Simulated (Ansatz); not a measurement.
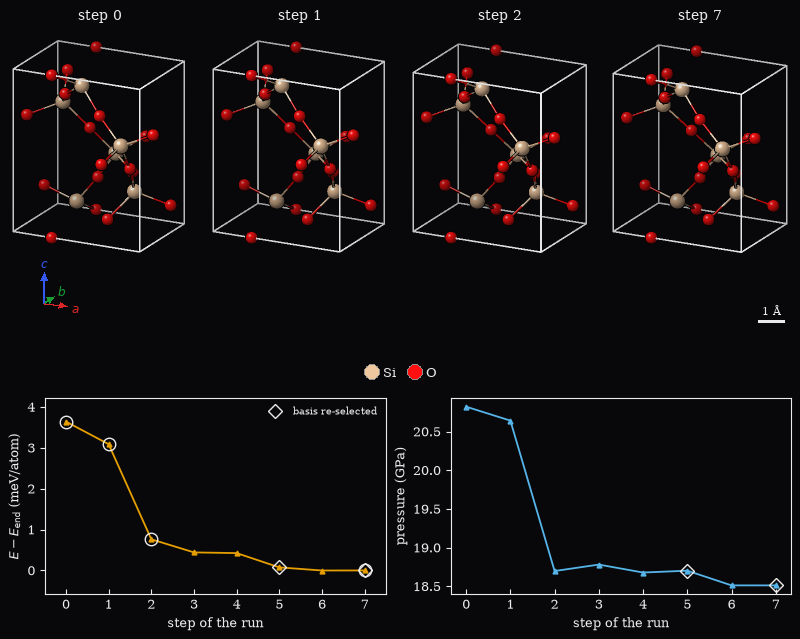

Frames of a relaxation of crystalline SiO$_{2}$ (set up in P6_522), marked on the history of the run. Style: ball-and-stick. Shown: the cell of the calculation, slightly off an axis.

Case: volume × 0.88, shape and atoms relaxed.

Computed with Ansatz 0.2.0, DFT LDA, scalar-relativistic, plane waves, PAW. Set-up: plane-wave cutoff 420 eV; k-point mesh 6 × 6 × 4; occupations gaussian; smearing width 0.02 eV; no spin polarisation; cell relaxed at fixed volume; force threshold 0.01 eV/Å; at most 30 steps.

Q: What happens along the run?

A: After 5 accepted moves (7 points after the start) the energy has fallen by 3.6 meV per atom. The largest force component goes from 0.25 to 0.0016 eV/Å. Pressure: 20.82 GPa at the start and 18.51 GPa at the end. At 2 points the geometry stayed and the basis and grid were re-selected for the new cell (energy shift of 0.3 meV per atom at most each time). The largest moves relative to the cell, 0.050 Å, are those of O atoms. Largest moves by element: O 0.050 Å, Si 0.025 Å. The drawn cell changes at constant volume: a = b 7.052 → 7.153 Å (+1.4 %), c 6.550 → 6.367 Å (−2.8 %). Among the contacts that change: O–Si 1.545 → 1.553 Å. Among the angles between lasting bonds that change: O–Si–O 113.2° → 116.1°, Si–O–Si 173.0° → 170.1°, O–Si–O 102.8° → 100.6°. The space group stays P6_522 (No. 179). From step 0 to 1: energy −0.6 meV per atom. From step 1 to 2: O atoms move most (0.04 Å), energy −2.3 meV per atom. From step 2 to 7: O atoms move most (0.02 Å), energy −0.8 meV per atom.
